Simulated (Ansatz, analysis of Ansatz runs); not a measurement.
## Local vibrational mode of the bond-centred H+ along c in ZnO (PBE)

How near does this set-up come to the measured local vibrational mode? Subject: bond-centred H+ along c in ZnO. Set-up: PBE, 32-site cell, PBE lattice, 420 eV, k: the single point 1/4 1/4 1/4, SCF cut short. The model is a cell of 32 host atoms with 1 H put in. The frequencies come from force constants among the defect atom and its neighbours, with the masses of the isotopes named.

Measured beforehand: O-H stretch, 1H: 3611.3 cm⁻¹ at 10 K, by IR absorption (quoted in “Hydrogen and Related Defects in Oxide Semiconductors”, 2012, M. C. Tarun, 2012 (Ph.D. dissertation, Washington State University), quoting earlier work (2002)). O-D stretch, 2H: 2668 cm⁻¹ at 9 K, by FTIR absorption (quoted in “Hydrogen-related defects in hydrothermally grown ZnO studied by Fourier Transform Infrared Spectroscopy”, 2010, Halvard Haug, quoting earlier work (2005)).

Program: Ansatz 0.2.0. Level of theory: plane-wave PAW DFT, PBE; relaxation of all atoms of a defect supercell. Results are calculated unless marked as measured.

### 1. The starting structure

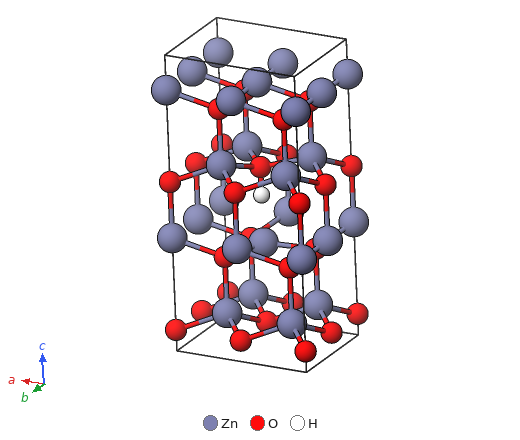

The cell as given, from a free direction (zinc blue, oxygen red, hydrogen white). Bonds to atoms that aren't drawn are left out. Some periodic images of atoms are drawn too.

The cell holds 33 atoms: 16 Zn, 16 O and 1 H. Its edges and angles: a = 6.559 Å, b = 6.559 Å, c = 10.587 Å, α = 90.0°, β = 90.0°, γ = 120.0°. It derives from ZnO (space group P6_3mc). Nearest the centre at fractional (0.667, 0.333, 0.368): H33 at 0.00 Å, O20 at 1.00 Å, Zn17 at 1.70 Å, Zn18 at 2.35 Å, Zn26 at 2.35 Å, Zn2 at 2.35 Å, O19 at 2.68 Å, O27 at 2.68 Å. The cell carries charge +1.

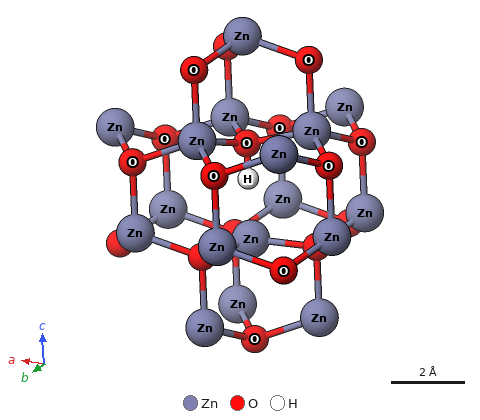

The atoms within 5 Å of the centre.

The host's primitive cell comes from a first run (plane-wave PAW DFT, PBE; relaxation of the host's cell and atoms): vectors of 3.280, 3.280 and 5.293 Å. That is 12.33 Å³ an atom, 3.6 % over the diffraction cell's volume. The supercell is built on it.

### 2. Relaxation, charge +1

Every later number rests on the structure around the defect, so the atoms are relaxed at the host's lattice first.

The input, relax/input.yaml:

```yaml
relax:
  f_tol: 0.01
  max_steps: 80
  random_displacement: { amplitude: 0.02, seed: 811 }
crystal:
  lattice:
    - [6.55903994, 0.0, 0.0]
    - [-3.27951997, 5.68029522, 0.0]
    - [0.0, 0.0, 10.58650211]
  atoms:
    - { symbol: Zn, position: [0.166666667, 0.333333333, 0.249983552] }
    - { symbol: Zn, position: [0.333333333, 0.166666667, 0.499983552] }
    - { symbol: O, position: [0.333333333, 0.166666667, 0.189521448] }
    - { symbol: O, position: [0.166666667, 0.333333333, 0.439521448] }
    - { symbol: Zn, position: [0.166666667, 0.333333333, 0.749983552] }
    - { symbol: Zn, position: [0.333333333, 0.166666667, 0.999983552] }
    - { symbol: O, position: [0.333333333, 0.166666667, 0.689521448] }
    - { symbol: O, position: [0.166666667, 0.333333333, 0.939521448] }
    - { symbol: Zn, position: [0.166666667, 0.833333333, 0.249983552] }
    - { symbol: Zn, position: [0.333333333, 0.666666667, 0.499983552] }
    - { symbol: O, position: [0.333333333, 0.666666667, 0.189521448] }
    - { symbol: O, position: [0.166666667, 0.833333333, 0.439521448] }
    - { symbol: Zn, position: [0.166666667, 0.833333333, 0.749983552] }
    - { symbol: Zn, position: [0.333333333, 0.666666667, 0.999983552] }
    - { symbol: O, position: [0.333333333, 0.666666667, 0.689521448] }
    - { symbol: O, position: [0.166666667, 0.833333333, 0.939521448] }
    - { symbol: Zn, position: [0.666666667, 0.333333333, 0.207476594] }
    - { symbol: Zn, position: [0.833333333, 0.166666667, 0.499983552] }
    - { symbol: O, position: [0.833333333, 0.166666667, 0.189521448] }
    - { symbol: O, position: [0.666666667, 0.333333333, 0.463136425] }
    - { symbol: Zn, position: [0.666666667, 0.333333333, 0.749983552] }
    - { symbol: Zn, position: [0.833333333, 0.166666667, 0.999983552] }
    - { symbol: O, position: [0.833333333, 0.166666667, 0.689521448] }
    - { symbol: O, position: [0.666666667, 0.333333333, 0.939521448] }
    - { symbol: Zn, position: [0.666666667, 0.833333333, 0.249983552] }
    - { symbol: Zn, position: [0.833333333, 0.666666667, 0.499983552] }
    - { symbol: O, position: [0.833333333, 0.666666667, 0.189521448] }
    - { symbol: O, position: [0.666666667, 0.833333333, 0.439521448] }
    - { symbol: Zn, position: [0.666666667, 0.833333333, 0.749983552] }
    - { symbol: Zn, position: [0.833333333, 0.666666667, 0.999983552] }
    - { symbol: O, position: [0.833333333, 0.666666667, 0.689521448] }
    - { symbol: O, position: [0.666666667, 0.833333333, 0.939521448] }
    - { symbol: H, position: [0.666667, 0.333333, 0.368429] }
total_charge: 1
basis:
  ecutwfc: 420
  xc_grid: 2
hamiltonian:
  xc: pbe
kpoints:
  mp_grid: { grid: [1, 1, 1], shift: [0.25, 0.25, 0.25] }
scf:
  occupations: { method: fermi_dirac, width: 0.01 }
  max_iter: 5
output:
  forces: true
checkpoint:
  write: "../relax.run"
  compress: false
  write_wavefunctions: true
  write_every: 100000
```

Command:

```console
$ ansatz run input.yaml --threads 2 --pin off --max-ram 3768MiB --backend cpu --events-out ev --progress --plain --runs-dir out
```

Numbers of over 12 decimals in the logs are rounded to 6 here.

The log of the run:

```text
[... repeated set-up lines and file paths are left out, and long positions are rounded to six places ...]
Engine: ansatz 0.2.0, aarch64-unknown-linux-gnu
Pseudopotentials: kind: paw
Pseudopotential: Zn, paw, valence charge 12, recommended cutoff 420 eV (normal), Zn.paw.azcp
Pseudopotential: O, paw, valence charge 6, recommended cutoff 420 eV (normal), O.paw.azcp
Pseudopotential: H, paw, valence charge 1, recommended cutoff 420 eV (normal), H.paw.azcp
Functional definition: PBE
  parameter kappa = 0.804
  parameter beta = 0.066725
  exchange = pbe_x(kappa = kappa, mu = beta*pi^2/3)
  correlation = pbe_c(beta = beta)
Crystal: 33 atoms, lattice volume = 394.424 Å³
Basis set: ecut = 420 eV, 7607 PW (Γ), exchange–correlation on 90×90×144 points (8 copies of the dense FFT grid, shifted against one another)
Bands: 177, of which v1, the nominal top of the filled ones, is band 144 counted from 1 (143 counted from 0)
Symmetry: 1 space group operations
k-points: 1
Non-local potential: Zn, projectors of the file, l = 0: 2, l = 1: 2, l = 2: 3, l = 3: 1
Non-local potential: O, projectors of the file, l = 0: 2, l = 1: 2, l = 2: 1
Non-local potential: H, projectors of the file, l = 0: 2, l = 1: 1
PAW form: soft (Blöchl's): semilocal exchange-correlation on the pseudo side does not see the compensation charge
PAW one-centre angular grid: Zn, 590 points (default); XC on 64 Gauss nodes
PAW one-centre angular grid: O, 110 points (default); XC on 64 Gauss nodes
PAW one-centre angular grid: H, 110 points (default); XC on 64 Gauss nodes
Initial density: superposition of atomic densities (neutral atoms scaled as one to the charged cell's electrons: chi_scale 0, normalization atom), corrected by the library's trained network
Initial wavefunctions: pseudopotential atomic-orbital guess
Functional: x = pbe(κ = 0.804, μ = 0.219515), c = pbe(β = 0.066725)
SCF iter   1: F=—  HF=-62214.238226 eV  |F-HF|=—  |Δ(HF+E_count)|=         —  Δρ=1.83e-2  dr2=7.69e-1  ethr=1.77e-3  ⟨swp⟩=6.0  Hψ=645  notcnv=0
preconditioner: auto → Resta (q_TF=auto, 2.589 Å⁻¹)  ε∞=7.1  [insulator: Δε(μ)=2.989 eV  Ē_g=12.810 eV  σ=0.010 eV  W_gap=1.00  n_scr=110 (ndim 8)  ℏωp=31.7 eV  f_vac=0.039  D(μ)=0.00/eV (n_scr^D=0)  ε∞_Penn≈7.1]
SCF iter   2: F=—  HF=-62214.003843 eV  |F-HF|=—  |Δ(HF+E_count)|=   2.34e-1  Δρ=3.85e-3  dr2=4.83e-2  ethr=2.67e-4  ⟨swp⟩=2.0  Hψ=338  notcnv=0  defer=26
SCF iter   3: F=—  HF=-62213.960883 eV  |F-HF|=—  |Δ(HF+E_count)|=   4.30e-2  Δρ=3.27e-3  dr2=4.00e-2  ethr=1.68e-5  ⟨swp⟩=1.0  Hψ=466  notcnv=0
SCF iter   4: F=—  HF=-62213.952491 eV  |F-HF|=—  |Δ(HF+E_count)|=   8.39e-3  Δρ=1.09e-3  dr2=3.53e-3  ethr=1.39e-5  ⟨swp⟩=1.0  Hψ=466  notcnv=0
SCF iter   5: F=—  HF=-62213.955671 eV  |F-HF|=—  |Δ(HF+E_count)|=   3.18e-3  Δρ=9.23e-4  dr2=2.15e-3  ethr=1.23e-6  ⟨swp⟩=1.0  Hψ=479  notcnv=0
Error: did not converge after 5 iterations: dr2 = 2.15e-3 (threshold 2.50e-6), under the density mixer `msr1`, which `scf.mixing.algorithm: auto` chose by the deck's other keys (type `scf.mixing.algorithm: msr1` to keep it); [...]
```

Wall time 5.6 s (2 threads of Arm Neoverse V1, shared host); peak memory 0.63 GiB.

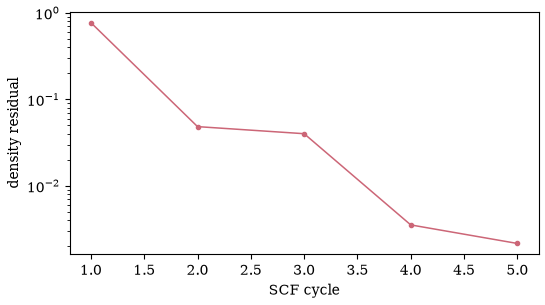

Residual by cycle in this run.

No converged result was reached; the numbers in the log don't describe the system.

After 5 cycles the residual stands at 0.0022. The cap of 5 cycles in the input ended the loop.

The program's message: “Error: did not converge after 5 iterations: dr2 = 2.15e-3 (threshold 2.50e-6), under the density mixer `msr1`, which `scf.mixing.algorithm: auto` chose by the deck's other keys (type `scf.mixing.algor …”

### 3. Outcome

The local vibrational mode was not obtained, because the step “relaxation, charge +1” did not converge; the cause lies in the set-up: too few SCF iterations.

[Logs are printed without paths, hosts, clocks, repeated set-up lines and the standing remarks that a program may print on its own settings, such as how far it seeks lower states.]

[Hosts, paths, dates, database ids (printed as entryN), source tags and the programs' standing remarks are cut or masked in the printed files.]

[For some hosts the program warned that the k-mesh of the response run may be too coarse for force constants and the static dielectric constant; such warnings are not shown here.]
